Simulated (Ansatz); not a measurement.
## Electronic structure of SiO₂ in real space

The calculation's input:

```
crystal:
  lattice:
    - [3.9863382722, 0.0, 0.0]
    - [0.0, 3.9863382722, 0.0]
    - [0.0, 0.0, 3.0382042036]
  atoms:
    - { symbol: Si, position: [0.5, 0.5, 0.5] }
    - { symbol: Si, position: [0.0, 0.0, 0.0] }
    - { symbol: O, position: [0.6930152168, 0.6930152168, 0.0] }
    - { symbol: O, position: [0.1930152168, 0.8069847832, 0.5] }
    - { symbol: O, position: [0.3069847832, 0.3069847832, 0.0] }
    - { symbol: O, position: [0.8069847832, 0.1930152168, 0.5] }
basis:
  ecutwfc: 420
kpoints:
  mp_grid: { grid: [6, 6, 10] }
hamiltonian:
  xc: pbe
scf:
  occupations: { method: gaussian, width: 0.05 }
output:
  forces: true
  stress: true
  eigenvalues: true
  write_density: true
  write_potential: true
  elf: true
  volumetric_format: npy
```

Command:

```sh
ansatz run input.yaml --threads 1 --pin off --max-ram 2560MiB --backend cpu --events-out ev --progress --plain --runs-dir out
```

Below, planes, directions and counts refer to the conventional cell (a = 3.99 Å, b = 3.99 Å, c = 3.04 Å, α = 90.00°, β = 90.00°, γ = 90.00°).

Space group P4₂/mnm; a structure from a database of computed crystals, not necessarily the ambient phase; not relaxed (largest force 1.1 eV/Å).

Computed with Ansatz 0.2.0, DFT PBE, scalar-relativistic, plane waves, PAW.

Core electrons are frozen (PAW), and the valence fields are smoothed inside the atomic spheres.

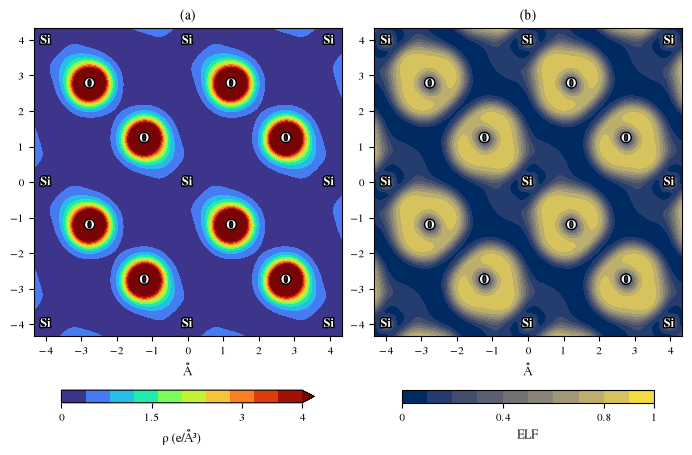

Figure 1. (a) valence charge density (pseudo); (b) electron localisation function on the (001) plane of the conventional cell.

### Interpret the plot.

The section cuts through Si and O sites. Si–O (1.73 Å): ρ at the midpoint is about 1 e/Å³; the ELF peaks at about 0.90 between the atoms. Between the atoms the lowest density in this plane is 0.08 e/Å³.

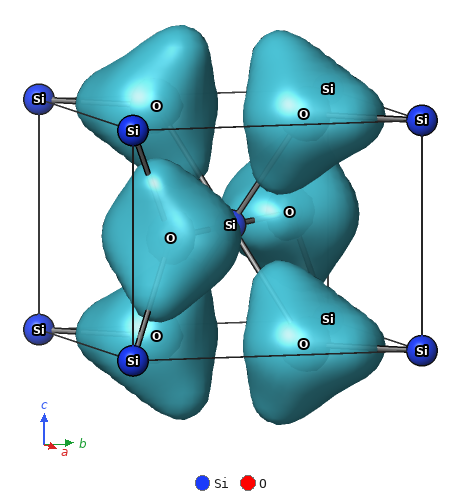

Figure 2. Isosurface of the ELF at 0.65 (cyan), seen slightly off an axis. Only the valence region is drawn (cores and ρ < 0.01 e/Å³ removed). Sticks mark near contacts.

### Where are the electrons localised?

The ELF exceeds this value in four regions on O in which the atom's valence shell and bonds are merged, counted in one cell of 6 atoms. Regions shared between cells count once. Profiles from the grid: Si–O (1.87 Å): the ELF peaks at about 0.85 between the atoms.

### Metal or insulator at this level of theory?

It is gapped, with a Kohn–Sham gap of 4.3 eV on the k-point mesh (the band edges may lie off the mesh, which would make the gap smaller).
